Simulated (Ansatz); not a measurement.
System: HfO₂, space group Fm-3m (No. 225).

Input of the run:
```
crystal:
  lattice:
    - [0.0, 2.4254772489, 2.4254772489]
    - [2.4254772489, 0.0, 2.4254772489]
    - [2.4254772489, 2.4254772489, 0.0]
  atoms:
    - { symbol: Hf, position: [0.0, 0.0, 0.0] }
    - { symbol: O, position: [0.25, 0.25, 0.25] }
    - { symbol: O, position: [0.75, 0.75, 0.75] }
basis:
  ecutwfc: 420
kpoints:
  mp_grid: { grid: [8, 8, 8] }
hamiltonian:
  xc: pbe
scf:
  occupations: { method: fixed }
output:
  eigenvalues: true
phonons:
  method: dfpt
  dielectric: true
  rigid_motions: translations
  eigenvectors: true
```

Command:
```bash
ansatz run input.yaml --threads 1 --pin off --max-ram 3072MiB --backend cpu --events-out ev --progress --plain --runs-dir out
```

Computed with Ansatz 0.2.0: Born effective charges by linear response at the zone centre, in units of the proton charge, Cartesian axes of the given cell; plane waves with PAW datasets. Level: PBE, no spin polarisation.

```tsv
setting	value
wave cutoff	420 eV
k mesh	8×8×8
occupations	fixed
pressure	50 GPa
```

Describe the result: the mean Born effective charge of each atom. The cases: Hf; O 1; O 2.

The largest in size is that of Hf, 5.62 e, and the charges add up to 0.00 e. The charges are isotropic.

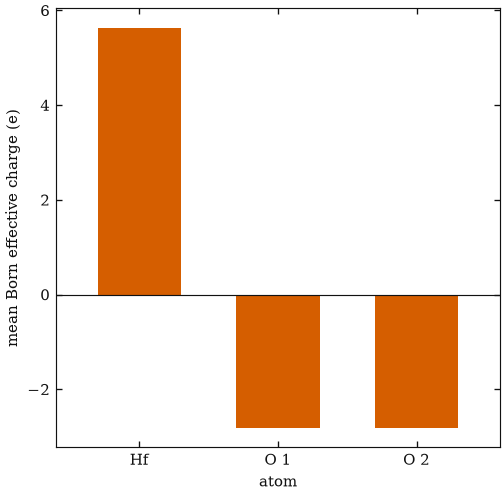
